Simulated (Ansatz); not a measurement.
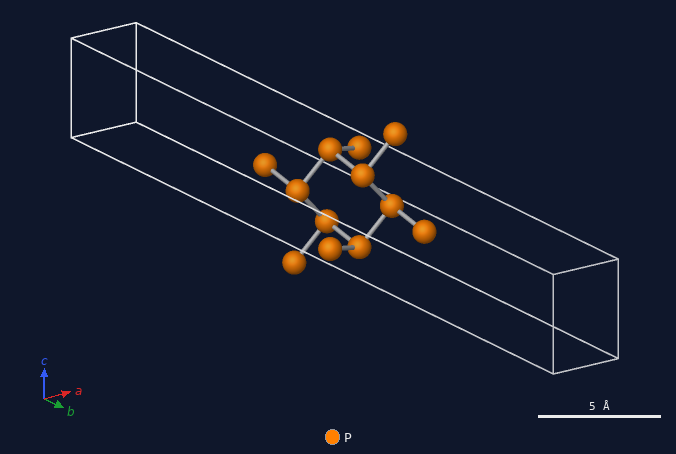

The crystal in a ball-and-stick representation, seen from a general direction. Atoms at the boundary of the simulation cell (the box) are drawn once for each face, edge or corner they touch. Bonds that leave the box are completed with the atoms at their other ends. Cell: a = 3.272 Å, b = 34.880 Å, c = 4.369 Å, α = 90.00°, β = 90.00°, γ = 90.00°.

Summary of the structure:

The element is phosphorus. The cell holds four atoms. About every P there are three P in a trigonal pyramidal arrangement at about 2.2 Å. The bonds build P layers parallel to (010).

Origin of the cell: a structure listed in the Materials Project. Atoms and cell were optimised with DFT LDA, scalar-relativistic, plane waves, PAW in Ansatz 0.2.0.
